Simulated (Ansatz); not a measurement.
# Ti: what the fields show

The calculation's input:

```
crystal:
  lattice:
    - [-1.6258948694, 1.6258948694, 1.6258948694]
    - [1.6258948694, -1.6258948694, 1.6258948694]
    - [1.6258948694, 1.6258948694, -1.6258948694]
  atoms:
    - { symbol: Ti, position: [0.0, 0.0, 0.0] }
basis:
  ecutwfc: 500
kpoints:
  mp_grid: { grid: [28, 28, 28] }
hamiltonian:
  xc: r2scan
scf:
  occupations: { method: gaussian, width: 0.15 }
output:
  forces: true
  stress: true
  eigenvalues: true
  write_density: true
  write_potential: true
  elf: true
  volumetric_format: npy
```

Run with:

```sh
ansatz run input.yaml --threads 1 --pin off --max-ram 2560MiB --backend cpu --events-out ev --progress --plain --runs-dir out
```

Below, planes, directions and counts refer to the conventional cell (a = 3.25 Å, b = 3.25 Å, c = 3.25 Å, α = 90.00°, β = 90.00°, γ = 90.00°).

Space group Im-3m; computed without spin polarisation.

Theory: DFT r2SCAN, scalar-relativistic, plane waves, PAW (Ansatz 0.2.0).

Core electrons are frozen (PAW), and the valence fields are smoothed inside the atomic spheres.

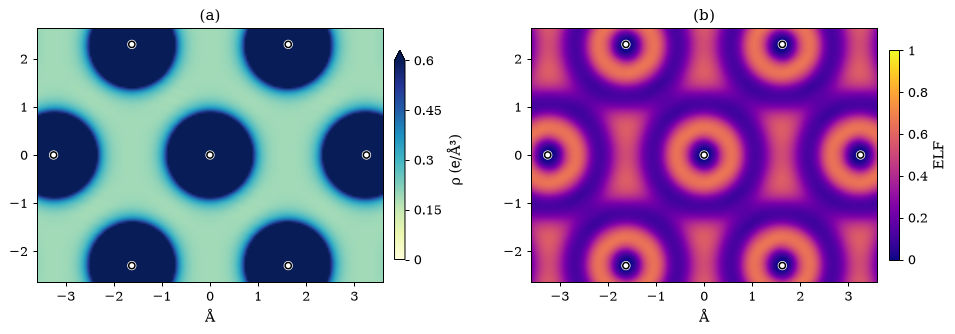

Figure 1. (a) valence pseudo-density; (b) electron localisation function on the (101̄) plane of the conventional cell. Circles mark the nuclei in the plane (Ti).

**What do the fields say about this system?**

- The plane passes through Ti nuclei.
- Ti–Ti (2.82 Å): ρ is about 0.19 e/Å³ halfway; the ELF is about 0.15 at the midpoint; no shared electron pair shows on this line.
- Between the atoms the lowest density in this plane is 0.19 e/Å³.
- The features right at Ti lie inside the PAW spheres, where the map follows smoothed inner orbitals and isn't to be read closely.

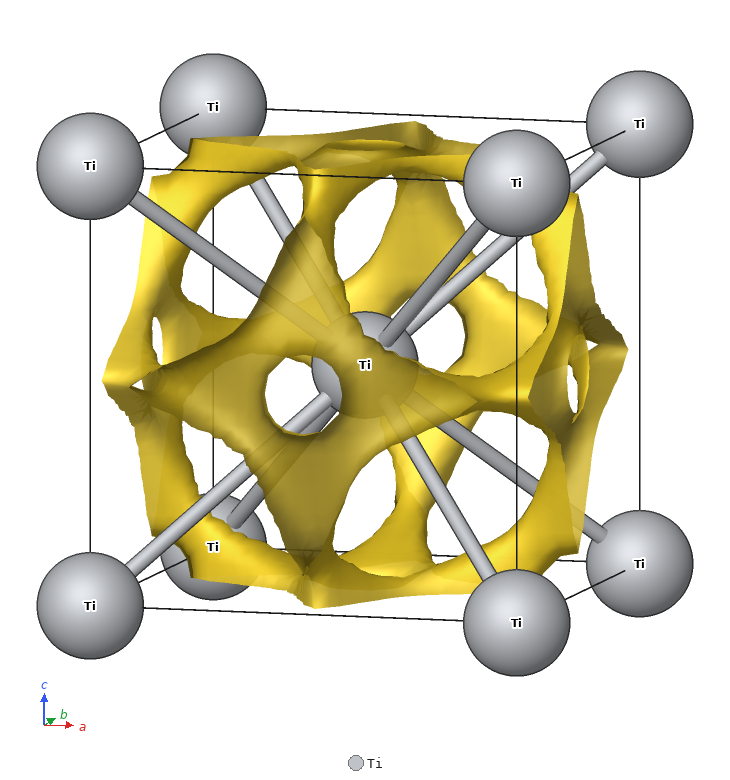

Figure 2. Isosurface of the electron localisation function at 0.55 (yellow), seen slightly off an axis. Core shells and regions of very low density are left out. Sticks mark near contacts.

**What do the ELF domains correspond to?**

The surface consists of one network that runs through the whole crystal, counted in one cell of 2 atoms. Regions shared between cells count once. There are no localised bonds or lone pairs at this value.

**Metal or insulator at this level of theory?**

It is metallic or semimetallic at this level of theory: no gap opens.
